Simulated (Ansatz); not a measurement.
Si$_{62}$Ge (cell charge −2, with a compensating background) (cell with a defect)

Si$_{62}$Ge (cell charge −2, with a compensating background) (cell with a defect), 63 atoms, a = 10.86 Å, b = 10.86 Å, c = 10.86 Å, α = 90.00°, β = 90.00°, γ = 90.00°.

PAW files of the earlier set (soft_1).

These are results of DFT PBEsol, scalar-relativistic, plane waves, PAW in Ansatz, not measurements.

> What can the converged valence pseudo-density and electron localisation function tell about the bonding?

Si–Si (2.36 Å): the density is about 0.56 e/Å³ at the midpoint; the ELF peaks at about 0.95 between the atoms.
Si–Ge (2.49 Å): ρ at the midpoint is about 0.46 e/Å³; the ELF peaks at about 0.90 between the atoms.
Si–Si (2.39 Å): ρ is about 0.53 e/Å³ halfway; the ELF peaks at about 0.95 between the atoms.

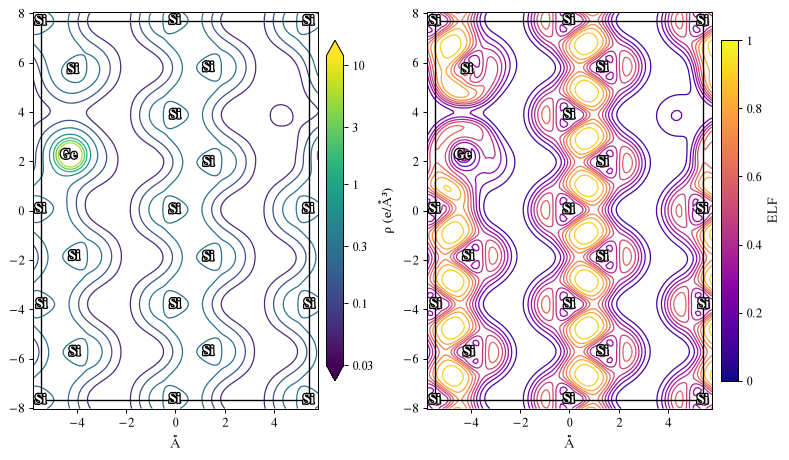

Computed valence pseudo-density and electron localisation function on the (101̄) plane of the calculation cell, in this order. 

The density is the valence pseudo-density of a PAW calculation; it isn't the true density close to the nuclei.
